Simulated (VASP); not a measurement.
System: rutile TiO2, space group P4_2/mnm (No. 136), 6 atoms in the cell; a = 4.592 Å, c = 2.957 Å (tetragonal axes). Starting point: PBEsol, VASP PAW PBE potentials, release 64 (Ti_sv_GW, O_GW), no spin polarisation, no spin-orbit coupling, 4×4×6 k mesh, 450 eV cutoff, Gaussian smearing of 0.01 eV (VASP). Many-body step: G0W0 with cutoff of the response function 150 eV, empty bands 300, GW iterations 1 and frequency points 50.

In PBEsol the smallest gap over these k points is 1.85 eV, with direct gaps of 1.85 eV at Γ, 2.93 eV at R and 2.96 eV at M.

> What does G0W0 give?

Over the k points that were corrected, the smallest gap goes from 1.85 eV in PBEsol (direct at Γ) to 3.50 eV in G0W0 (Γ to R), a change of +1.65 eV (+89 %). Counted from the valence top, the lowest empty level moves by +1.71 eV at Γ, +1.62 eV at R and +1.70 eV at M; over the 24 points that were corrected the shifts run from +1.59 to +1.71 eV: a spread of 0.12 eV on a mean of 1.64 eV, so one scissor shift describes this level well. The top filled level also moves against the valence top, by −0.13 eV at Z. Down to 2.4 eV under the top, the filled levels keep their depth under the top to within 0.18 eV.

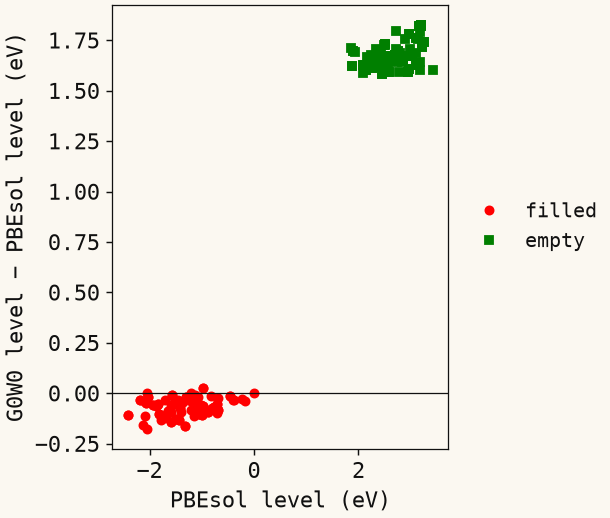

Change of each level from PBEsol to G0W0 against its PBEsol energy, both sets counted from their own valence top.

| k point | PBEsol direct gap (eV) | G0W0 direct gap (eV) |
| --- | --- | --- |
| Γ | 1.85 | 3.56 |
| R | 2.93 | 4.66 |
| M | 2.96 | 4.73 |

Bands, screening cutoff and mesh are small and nothing is extrapolated, so the quasiparticle values aren't converged. The PAW data sets were made with another functional.
